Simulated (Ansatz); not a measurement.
## Single-point calculation, with input and output: Si

System: Si (2 atoms in the cell).
Method: DFT r2SCAN, scalar-relativistic, plane waves, PAW, no spin polarisation (Ansatz 0.2.0).

The structure derives from a Materials Project entry. It belongs to a series of runs on one base structure; here: mode 6 (284.8 1/cm) frozen in, largest displacement +0.113 A. Figures and captions count atoms from 1; the log counts them from 0 in places.

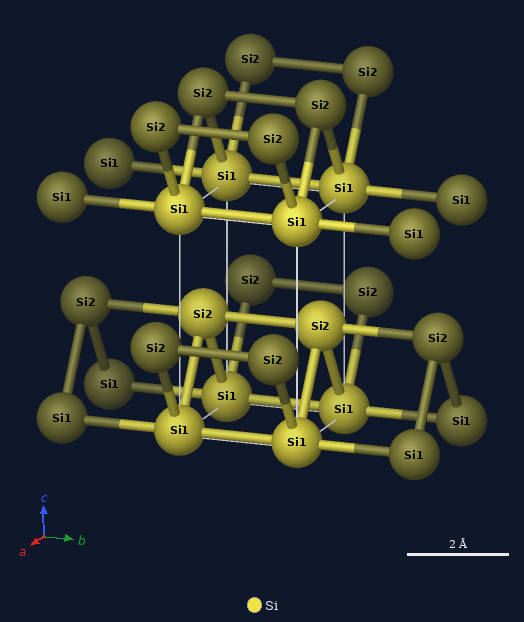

Figure 1. The input geometry (ball-and-stick view of the cell of the calculation, set on other vectors, seen slightly off an axis; neighbours outside the cell are drawn fainter; atoms are numbered from 1 in the order of the input). An atom can appear more than once, as a periodic image.

Input file
```yaml
crystal:
  lattice:
    - [0.0, 0.0, 2.4937990725]
    - [2.6290009028, 0.0, 0.0]
    - [-1.0e-10, 4.5535631368, 0.0]
  atoms:
    - { symbol: Si, position: [0.0, 0.0, -0.0247059273] }
    - { symbol: Si, position: [0.0, 0.5, 0.5247059273] }
basis:
  ecutwfc: 500
kpoints:
  mp_grid: { grid: [24, 22, 14] }
hamiltonian:
  xc: r2scan
scf:
  occupations: { method: gaussian, width: 0.15 }
output:
  forces: true
  stress: true
  eigenvalues: true
  write_density: true
  write_potential: true
  elf: true
  volumetric_format: npy
```

Hardware: 2 threads of Intel Xeon (Sapphire Rapids), 32 GiB of memory available, shared host.

Run as:
```bash
ansatz run input.yaml --threads 2 --pin off --max-ram 5120MiB --backend cpu --events-out ev --progress --plain --runs-dir out
```

The program's output
```
Engine: ansatz 0.2.0, x86_64-unknown-linux-gnu
Pseudopotentials: kind: paw
Pseudopotential: Si, paw, valence charge 4, recommended cutoff 500 eV (meta_gga), Si.paw.azcp
Functional definition: r2SCAN
  parameter k0 = 0.174
  parameter k1 = 0.065
  parameter a1 = 4.9479
  exchange = r2scan_x(k0 = k0, k1 = k1, a1 = a1)
  correlation = r2scan_c
Crystal: 2 atoms, lattice volume = 29.854 Å³
Basis set: ecut = 500 eV, 769 PW (Γ), exchange–correlation on 80×80×144 points (64 copies of the dense FFT grid, shifted against one another)
Bands: 8, of which v1, the nominal top of the filled ones, is band 4 counted from 1 (3 counted from 0)
Symmetry: 8 space group operations
Space group: Pmma (ITA 51), of the structure as read, at distance tolerance 3.1e-5 Å
k-points: 1248 of 7392
Non-local potential: Si, projectors of the file, l = 0: 2, l = 1: 2, l = 2: 2
PAW form: soft (Blöchl's): semilocal exchange-correlation on the pseudo side does not see the compensation charge
PAW frozen core: Si, regenerated for the run's functional (the file was generated under x = pbe(κ = 0.804, μ = 0.2195149727645171), c = pbe(β = 0.06672455060314922))
PAW one-centre angular grid: Si, 302 points (default); XC on 160 Gauss nodes
Initial density: superposition of atomic densities (neutral atoms: chi_scale 0, normalization atom), corrected by the library's trained network
Initial wavefunctions: pseudopotential atomic-orbital guess
Functional: x = r2scan, c = r2scan; τ floored in thin density (d = 2e-4 eV/Å³)
SCF iter   1: F=—  HF=-1277.088215 eV  |F-HF|=—  |Δ(HF+E_count)|=         —  Δρ=4.62e-3  dr2=4.53e-3  dr2_τ=1.19e-2  ethr=1.77e-3  ⟨swp⟩=5.1  Hψ=80843  notcnv=0
preconditioner: auto → none  [metal: Δε(μ)=0.003 eV  Ē_g=11.031 eV  σ=0.150 eV  W_gap=0.01  n_scr=2 (ndim 8)  ℏωp=19.2 eV  f_vac=0.000  D(μ)=0.76/eV (n_scr^D=2)  sad-step TF]
SCF iter   2: F=—  HF=-1277.134274 eV  |F-HF|=—  |Δ(HF+E_count)|=   4.61e-2  Δρ=3.59e-3  dr2=2.54e-3  dr2_τ=1.07e-5  ethr=5.66e-5  ⟨swp⟩=2.0  Hψ=29770  notcnv=0  defer=182
SCF iter   3: F=—  HF=-1277.135686 eV  |F-HF|=—  |Δ(HF+E_count)|=   1.41e-3  Δρ=6.90e-4  dr2=4.42e-4  dr2_τ=5.09e-6  ethr=3.18e-5  ⟨swp⟩=2.1  Hψ=14730  notcnv=0  defer=182
SCF iter   4: F=—  HF=-1277.135586 eV  |F-HF|=—  |Δ(HF+E_count)|=   1.00e-4  Δρ=4.24e-4  dr2=6.68e-5  dr2_τ=1.06e-6  ethr=5.52e-6  ⟨swp⟩=2.0  Hψ=12581  notcnv=0  defer=182
SCF iter   5: F=—  HF=-1277.135621 eV  |F-HF|=—  |Δ(HF+E_count)|=   3.52e-5  Δρ=2.09e-4  dr2=1.12e-5  dr2_τ=1.28e-7  ethr=8.35e-7  ⟨swp⟩=2.2  Hψ=14025  notcnv=0  defer=182
SCF iter   6: F=—  HF=-1277.135635 eV  |F-HF|=—  |Δ(HF+E_count)|=   1.44e-5  Δρ=8.28e-5  dr2=1.69e-6  dr2_τ=2.07e-8  ethr=1.40e-7  ⟨swp⟩=2.0  Hψ=14863  notcnv=0  defer=182
SCF iter   7: F=—  HF=-1277.135637 eV  |F-HF|=—  |Δ(HF+E_count)|=   2.16e-6  Δρ=3.65e-5  dr2=3.25e-7  dr2_τ=2.88e-9  ethr=2.11e-8  ⟨swp⟩=2.5  Hψ=15135  notcnv=0  defer=182
SCF iter   8: F=-1277.135638 eV  HF=-1277.135638 eV  |F-HF|=4.85e-8  |Δ(HF+E_count)|=   4.20e-7  Δρ=1.23e-5  dr2=3.59e-8  dr2_τ=3.68e-10  ethr=1.25e-9  ⟨swp⟩=9.5  Hψ=72648  notcnv=0
SCF 1 converged in 8 iterations: F = -1277.135638 eV  dr2 = 3.59e-8
  greatest PAW one-centre occupation: 0.664 electrons in one spin orbital (limit 2), on the Si atom at site 1 (counted from 0), in its partial waves of l = 0
SCF converged after 8 iterations
Free energy (F): -1277.135638 eV
Harris-Foulkes:  -1277.135638 eV  (|F-HF|=4.85e-8)
Internal energy: -1277.127059 eV  (E = F + TS)
E sigma→0 (E₀):  -1277.131348 eV
Entropy (-TS):   -0.008579 eV (-4.289 meV/atom)
Fermi energy:    10.022837 eV
--- Per-component energies (eV) ---
  E_band       = 32.843276
  E_kinetic    = 83.521334
  E_local      = -5.434573  (includes V_loc(G=0)·N_el)
  E_nonlocal   = 49.203223
  E_hartree    = 3.899340
  E_xc         = -104.472895
  E_vxc        = -102.060053  (∫ρ·V_xc dr)
  E_paw        = -1038.396472  (= ΣΔE_a)
  E_vpaw       = -4.406849  (= ΣTr[D̂ρ^β])
  E_aug_tail   = 0.000009  (compensation charges beyond the density's cutoff)
  E_vtau       = 4.222155  (kinetic-family band-sum trace: ∫τ·v_τ [+ j·A + Jᵃ·Aᵃ] dr)
  E_ewald      = -265.294161
  E_core_change = -0.152866  (= ΣΔE_core)
  E_smearing   = -0.008579  (= −TS)
  E_closure    = -0.000000  (closes the sum)
  Σ components = -1277.135638   (vs F -1277.135638, Δ=0.00e0)
--- Forces (eV/Å), atoms counted from 1 ---
  atom   1  Si    -0.00000000     1.17118431     0.00000000
  atom   2  Si     0.00000000    -1.17118431     0.00000000
  max |Σ_I F_I| component: 0.00e0 eV/Å
--- Stress (GPa, compression-positive) ---
        4.255106      -0.000000       0.000000
       -0.000000       7.637410       0.000000
        0.000000       0.000000      -2.037682
  P = ⅓ Tr σ = 3.2849 GPa (32.849 kbar)
--- Band table (eV; the first three rows and the last of 1248) ---
  k-point 0: bands = ["-4.9170", "2.1483", "3.0652", "15.2638", "16.7423", "17.6523", "17.8706", "21.1093"]
  k-point 1: bands = ["-4.8833", "1.5412", "3.7413", "15.2908", "16.7646", "17.5517", "17.8980", "20.8050"]
  k-point 2: bands = ["-4.7830", "0.6968", "4.7929", "15.3707", "16.8290", "17.1946", "17.9794", "20.0372"]
  k-point 1247: bands = ["6.1569", "6.1569", "7.6678", "7.6678", "8.5747", "8.5747", "11.9009", "11.9009"]
```

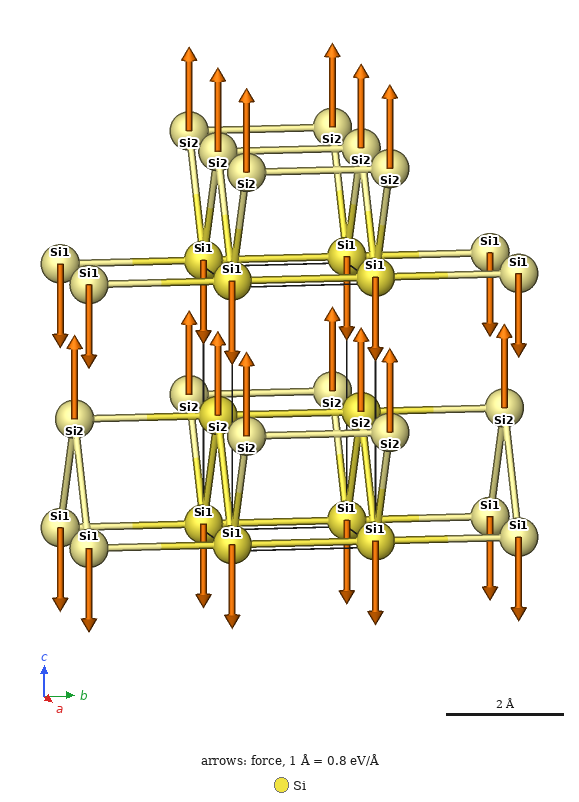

Figure 2. Forces on the atoms as orange arrows (ball-and-stick view of the cell of the calculation, set on other vectors, seen slightly off an axis; neighbours outside the cell are drawn fainter; atoms are numbered from 1 in the order of the input). The largest act on Si1, Si2 (1.17 eV/Å). The geometry is not a stationary point of this energy.

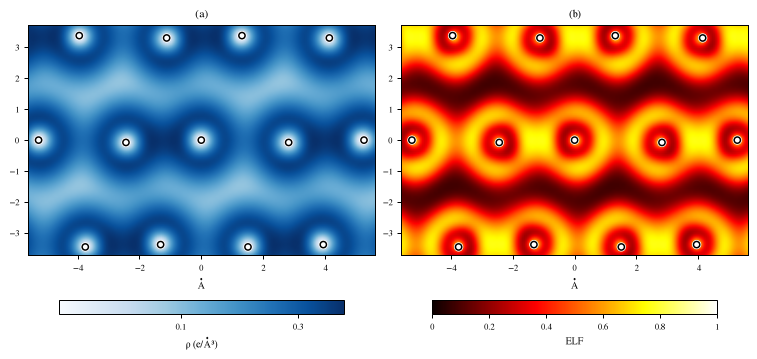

Figure 3. (a) valence electron density; (b) electron localisation function on the (111) plane of the conventional cell. Circles mark the nuclei in the plane (Si). Atoms in the plane: Si. Si–Si (2.44 Å): ρ at the midpoint is about 0.44 e/Å³, a local maximum along the line; the ELF peaks at about 0.75 between the atoms (a shared electron pair). Away from the nuclei the density in this plane falls to 0.09 e/Å³ at its lowest. In a PAW calculation such maps are meaningful between the atoms, not at the nuclei.

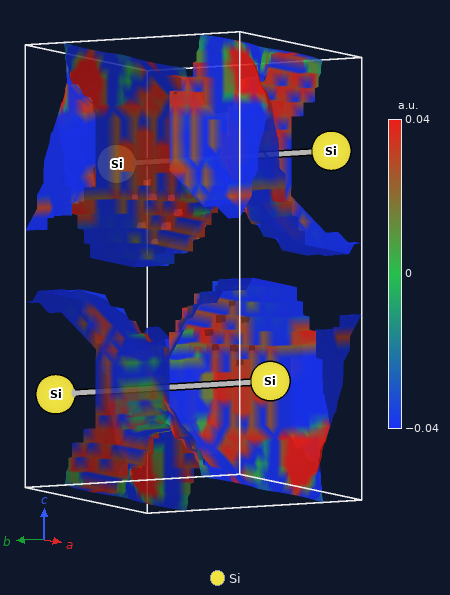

Figure 4. Non-covalent interaction (NCI) plot: the surface where the reduced density gradient is 0.6, for densities under 0.05 a.u., coloured by sign(λ₂)ρ; seen at an oblique angle. The outline is the cell set on symmetry axes.

Results in brief

- outcome: converged
- space group (tolerance 0.01 Å): Pmma (51)
- electrons treated: 8
- free energy: −1277.1356 eV
- Fermi energy: 10.023 eV
- gap on the k-point mesh: none (metallic)
- pressure: 3.28 GPa
- largest force (length of the vector): 1.171 eV/Å
- wall time: 21 s (CPU time 41 s)
- peak memory: 0.77 GiB
